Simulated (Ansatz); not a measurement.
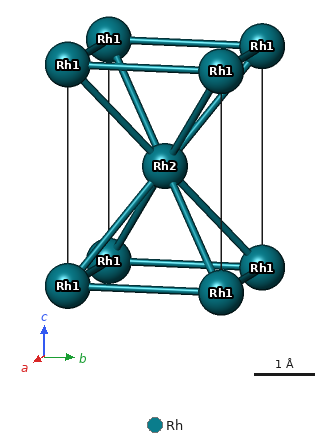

The structure (ball-and-stick view of the cell of the calculation, seen slightly off an axis; atoms are numbered from 1 in the order of the input).

## What a change does: single-point calculation on Rh

System: Rh (Fm-3m, 2 atoms in the cell).
Method of run 1: DFT, PBEsol, plane waves, PAW, no spin polarisation (Ansatz 0.2.0).

The structure derives from a Materials Project entry. Text and figures count atoms from 1; the logs count them from 0 in places.

### The input, run 1
```yaml
crystal:
  lattice:
    - [1.890001288, 1.890001288, 0.0]
    - [-1.890001288, 1.890001288, 0.0]
    - [0.0, 0.0, 3.7800025759]
  atoms:
    - { symbol: Rh, position: [0.0, 0.0, 0.0] }
    - { symbol: Rh, position: [0.5, 0.5, 0.5] }
basis:
  ecutwfc: 420
kpoints:
  mp_grid: { grid: [20, 20, 14], shift: [0.5, 0.5, 0.5] }
hamiltonian:
  xc: pbesol
scf:
  occupations: { method: gaussian, width: 0.1 }
output:
  forces: true
  eigenvalues: true
  stress: true
```

Launched with:
```bash
ansatz run input.yaml --threads 1 --pin off --max-ram 2560MiB --backend cpu --events-out ev --progress --plain --runs-dir out
```

Hardware: 1 thread of AMD EPYC (Zen 3), 32 GiB of memory available, shared host.

### Output, shortened to warnings, some set-up lines, iterations and results (run 1)
```
Basis set: ecut = 420 eV, 513 PW (Γ), exchange–correlation on 36×36×54 points (8 copies of the dense FFT grid, shifted against one another)
Symmetry: 32 space group operations
k-points: 385 of 5600
Initial density: superposition of atomic densities (neutral atoms: chi_scale 0, normalization atom), corrected by the library's trained network
[...]
SCF iter   1: F=—  HF=-12677.503189 eV  |F-HF|=—  |Δ(HF+E_count)|=         —  Δρ=9.60e-3  dr2=2.02e-2  ethr=1.77e-3  ⟨swp⟩=4.8  Hψ=31441  notcnv=0
SCF iter   2: F=—  HF=-12677.500181 eV  |F-HF|=—  |Δ(HF+E_count)|=   3.01e-3  Δρ=4.84e-3  dr2=5.13e-3  ethr=5.94e-5  ⟨swp⟩=2.1  Hψ=14238  notcnv=0
SCF iter   3: F=—  HF=-12677.498343 eV  |F-HF|=—  |Δ(HF+E_count)|=   1.84e-3  Δρ=4.02e-4  dr2=1.69e-5  ethr=1.51e-5  ⟨swp⟩=2.0  Hψ=11382  notcnv=0
SCF iter   4: F=—  HF=-12677.498297 eV  |F-HF|=—  |Δ(HF+E_count)|=   4.60e-5  Δρ=8.45e-5  dr2=4.19e-7  ethr=4.97e-8  ⟨swp⟩=2.5  Hψ=14160  notcnv=0
SCF iter   5: F=-12677.498297 eV  HF=-12677.498297 eV  |F-HF|=1.64e-8  |Δ(HF+E_count)|=   5.24e-8  Δρ=1.43e-5  dr2=2.60e-8  ethr=1.23e-9  ⟨swp⟩=2.9  Hψ=15529  notcnv=0
SCF iter   6: F=-12677.498297 eV  HF=-12677.498297 eV  |F-HF|=2.51e-10  |Δ(HF+E_count)|=   6.37e-9  Δρ=2.31e-6  dr2=4.36e-10  ethr=7.64e-11  ⟨swp⟩=2.0  Hψ=26123  notcnv=0
SCF 1 converged in 6 iterations: F = -12677.498297 eV  dr2 = 4.36e-10
SCF converged after 6 iterations
Free energy (F): -12677.498297 eV
Harris-Foulkes:  -12677.498297 eV  (|F-HF|=2.51e-10)
Internal energy: -12677.485949 eV  (E = F + TS)
E sigma→0 (E₀):  -12677.492123 eV
Entropy (-TS):   -0.012349 eV (-6.174 meV/atom)
Fermi energy:    22.770129 eV
--- Per-component energies (eV) ---
  E_band       = -159.712626
  E_kinetic    = 1147.443614
  E_local      = -3082.300894  (includes V_loc(G=0)·N_el)
  E_nonlocal   = 712.518022
  E_hartree    = 1081.183634
  E_xc         = -441.704701
  E_vxc        = -556.573531  (∫ρ·V_xc dr)
  E_paw        = -7047.592522  (= ΣΔE_a)
  E_vpaw       = -543.169496  (= ΣTr[D̂ρ^β])
  E_aug_tail   = 0.001603  (compensation charges beyond the density's cutoff)
  E_ewald      = -5047.587105
  E_core_change = 0.552399  (= ΣΔE_core)
  E_smearing   = -0.012349  (= −TS)
  E_closure    = 0.000000  (closes the sum)
  Σ components = -12677.498297   (vs F -12677.498297, Δ=0.00e0)
--- Forces (eV/Å), atoms counted from 1 ---
  atom   1  Rh    -0.00000000    -0.00000000     0.00000000
  atom   2  Rh     0.00000000    -0.00000000     0.00000000
  max |Σ_I F_I| component: 3.73e-29 eV/Å
--- Stress (GPa, compression-positive) ---
        0.046905      -0.000000       0.000000
        0.000000       0.046905       0.000000
        0.000000       0.000000      -0.122462
  P = ⅓ Tr σ = -0.0096 GPa (-0.096 kbar)
```

For run 2 the input was changed thus:
```diff
-  mp_grid: { grid: [20, 20, 14], shift: [0.5, 0.5, 0.5] }
+  mp_grid: { grid: [20, 20, 14] }
+  write_density: true
+  write_potential: true
+  elf: true
+  volumetric_format: npy
```

How does run 2 compare with run 1?

The free energy of run 2 is 0.08 meV per atom higher, which measures how much it depends on this numerical setting. The number of SCF iterations is the same. The irreducible k-points go from 385 to 528. On the same kind of shared host run 2 took about 1.8 times as long.

### Output, shortened to warnings, some set-up lines, iterations and results (run 2)
```
Basis set: ecut = 420 eV, 513 PW (Γ), exchange–correlation on 36×36×54 points (8 copies of the dense FFT grid, shifted against one another)
Symmetry: 32 space group operations
k-points: 528 of 5600
Initial density: superposition of atomic densities (neutral atoms: chi_scale 0, normalization atom), corrected by the library's trained network
[...]
SCF iter   1: F=—  HF=-12677.502964 eV  |F-HF|=—  |Δ(HF+E_count)|=         —  Δρ=9.57e-3  dr2=2.01e-2  ethr=1.77e-3  ⟨swp⟩=4.8  Hψ=43137  notcnv=0
SCF iter   2: F=—  HF=-12677.500000 eV  |F-HF|=—  |Δ(HF+E_count)|=   2.96e-3  Δρ=4.84e-3  dr2=5.12e-3  ethr=5.92e-5  ⟨swp⟩=2.1  Hψ=19424  notcnv=0
SCF iter   3: F=—  HF=-12677.498184 eV  |F-HF|=—  |Δ(HF+E_count)|=   1.82e-3  Δρ=3.94e-4  dr2=1.65e-5  ethr=1.51e-5  ⟨swp⟩=2.0  Hψ=15720  notcnv=0
SCF iter   4: F=—  HF=-12677.498138 eV  |F-HF|=—  |Δ(HF+E_count)|=   4.53e-5  Δρ=8.40e-5  dr2=4.13e-7  ethr=4.85e-8  ⟨swp⟩=2.4  Hψ=19286  notcnv=0
SCF iter   5: F=-12677.498138 eV  HF=-12677.498138 eV  |F-HF|=1.64e-8  |Δ(HF+E_count)|=   4.90e-8  Δρ=1.40e-5  dr2=2.58e-8  ethr=1.22e-9  ⟨swp⟩=2.8  Hψ=21158  notcnv=0
SCF iter   6: F=-12677.498138 eV  HF=-12677.498138 eV  |F-HF|=1.78e-10  |Δ(HF+E_count)|=   6.21e-9  Δρ=1.99e-6  dr2=3.24e-10  ethr=7.59e-11  ⟨swp⟩=5.6  Hψ=64688  notcnv=0
SCF 1 converged in 6 iterations: F = -12677.498138 eV  dr2 = 3.24e-10
SCF converged after 6 iterations
Free energy (F): -12677.498138 eV
Harris-Foulkes:  -12677.498138 eV  (|F-HF|=1.78e-10)
Internal energy: -12677.485832 eV  (E = F + TS)
E sigma→0 (E₀):  -12677.491985 eV
Entropy (-TS):   -0.012306 eV (-6.153 meV/atom)
Fermi energy:    22.764812 eV
--- Per-component energies (eV) ---
  E_band       = -159.682888
  E_kinetic    = 1147.459430
  E_local      = -3082.353707  (includes V_loc(G=0)·N_el)
  E_nonlocal   = 712.528889
  E_hartree    = 1081.217143
  E_xc         = -441.705304
  E_vxc        = -556.574325  (∫ρ·V_xc dr)
  E_paw        = -7047.599182  (= ΣΔE_a)
  E_vpaw       = -543.179798  (= ΣTr[D̂ρ^β])
  E_aug_tail   = 0.001603  (compensation charges beyond the density's cutoff)
  E_ewald      = -5047.587105
  E_core_change = 0.552399  (= ΣΔE_core)
  E_smearing   = -0.012306  (= −TS)
  E_closure    = 0.000000  (closes the sum)
  Σ components = -12677.498138   (vs F -12677.498138, Δ=0.00e0)
--- Forces (eV/Å), atoms counted from 1 ---
  atom   1  Rh     0.00000000     0.00000000     0.00000000
  atom   2  Rh     0.00000000     0.00000000    -0.00000000
  max |Σ_I F_I| component: 2.57e-29 eV/Å
--- Stress (GPa, compression-positive) ---
       -0.069397       0.000000       0.000000
        0.000000      -0.069397       0.000000
        0.000000       0.000000       0.133418
  P = ⅓ Tr σ = -0.0018 GPa (-0.018 kbar)
```

### The two runs side by side

```csv
quantity,run 1,run 2
outcome,converged,converged
free energy per atom (eV),−6338.7491,−6338.7491
"energy per atom, smearing taken to zero (eV)",−6338.7461,−6338.7460
gap on the mesh (eV),0.00,0.00
pressure (GPa),−0.01,0.00
largest force (eV/Å),0.000,0.000
SCF iterations,6,6
irreducible k-points,385,528
plane waves at Γ,513,513
wall time (shared host),8 s,14 s
```
